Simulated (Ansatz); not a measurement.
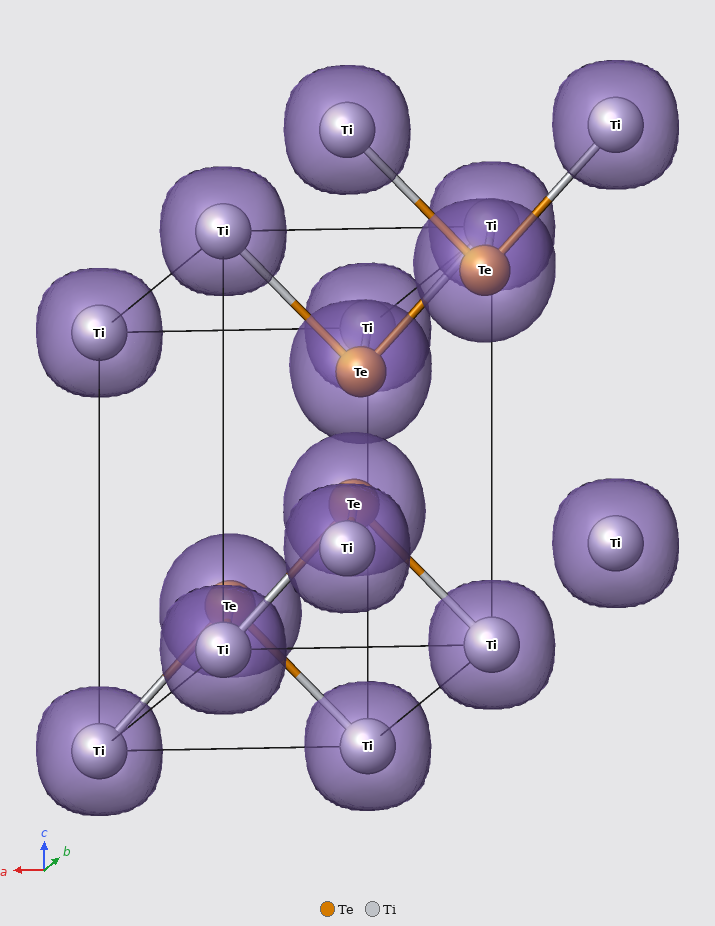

TiTe₂. Isosurface of the valence electron density at 0.6 e/Å³ (purple), seen at an oblique angle. Sticks mark near contacts.

Space group P-3m1; computed pressure about 2 GPa in this cell.

The calculation used Kohn-Sham DFT of a periodic cell, r2SCAN, Ansatz PAW (Ansatz 0.2.0).

In a PAW calculation such maps are meaningful between the atoms, not at the nuclei.

What does this surface tell about the bonding?

Answer. At this value the density breaks into separate islands; it holds about 70 % of the electrons treated as valence (semicore included). It bridges none of the near contacts. It is pinched off along the shortest Ti–Te (2.75 Å) contacts. On the grid the lowest density along these lines, outside the cores, is 0.34 e/Å³ (Ti–Te, 2.75 Å).

Does the calculation give a band gap?

Answer. It is gapless in this calculation (a metal or semimetal); semilocal functionals without U, or without the true magnetic order, often close the gap of such compounds.
